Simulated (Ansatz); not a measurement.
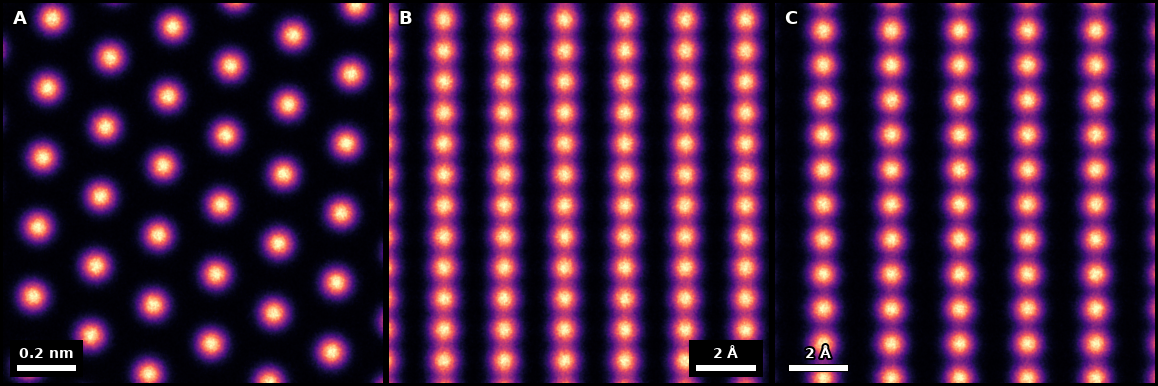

Three views of Ni (P6/mmm, No. 191) along different zone axes. The image is simulated as a sum over atoms of Z^1.7, blurred by a 0.76 Å probe (no channelling). Shot noise was added. Atomic positions: the geometry relaxed with DFT r2SCAN, scalar-relativistic, plane waves, PAW (Ansatz 0.2.0); the starting structure was generated, so it need not be a known form of this composition.

```xyz
1
Lattice="2.3827 0.0000 0.0000 -1.1913 2.0634 0.0000 0.0000 0.0000 2.3301" Properties=species:S:1:pos:R:3 pbc="T T T"
Ni    0.0000    0.0000    0.0000
```

Match the panels to the zone axes [001], [102] and [210].

A is [001]: projected cell 2.38 × 2.38 Å, 120°, plane group p6mm. B is [102]: projected cell 1.06 × 2.06 Å, 90°, plane group p2mm. C is [210]: projected cell 1.19 × 2.33 Å, 90°, plane group p2mm.
